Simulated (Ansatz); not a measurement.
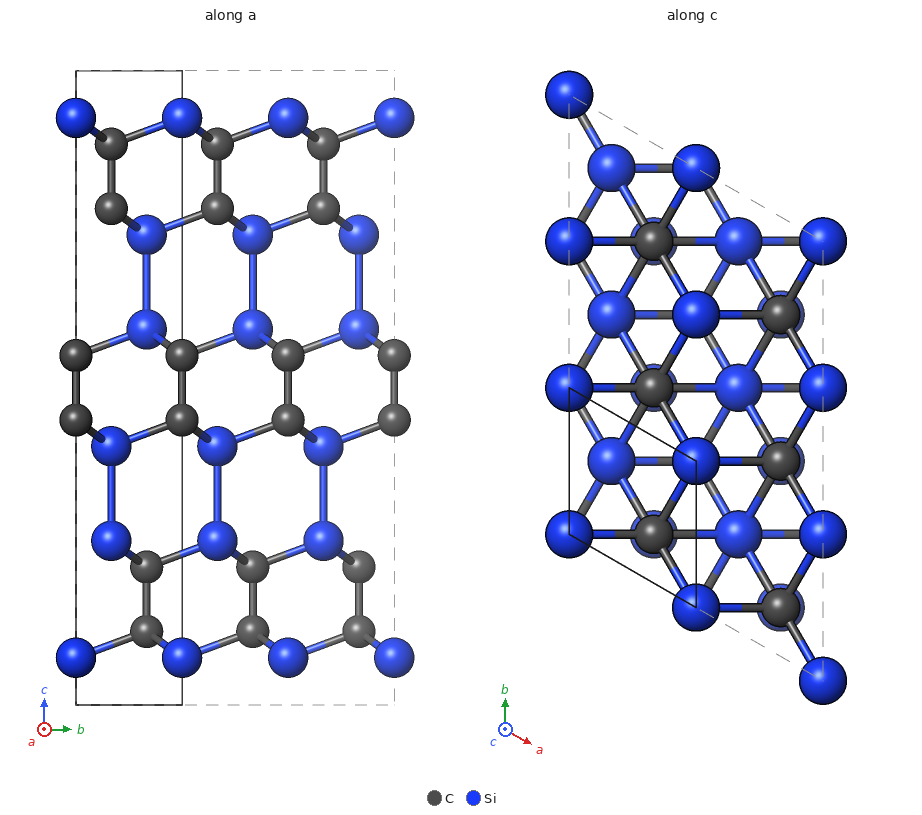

Crystal structure, ball-and-stick style, seen along the a axis and along the c axis. The conventional unit cell (solid box) is repeated to 2×3×1 cells.

SiC, space group R-3m (No. 166), a = 3.08 Å, b = 3.08 Å, c = 15.96 Å, α = 90.00°, β = 90.00°, γ = 120.00°.

All computed values are from G0W0 on HSE06, plane waves, PAW in Ansatz. Settings: a cutoff energy of 420 eV, k-points about 0.40 Å⁻¹ apart, no spin polarisation.

> Classify it as metallic or gapped, with the value.

A semiconductor at this level, with a gap of 1.26 eV, indirect; the smallest direct gap is 2.64 eV.

Provenance: a structure type filled with these elements by a generator (whether the compound takes this form wasn't checked). Earlier steps of the study may have refined or changed the cell and positions. A calculation with Ansatz used it as input.
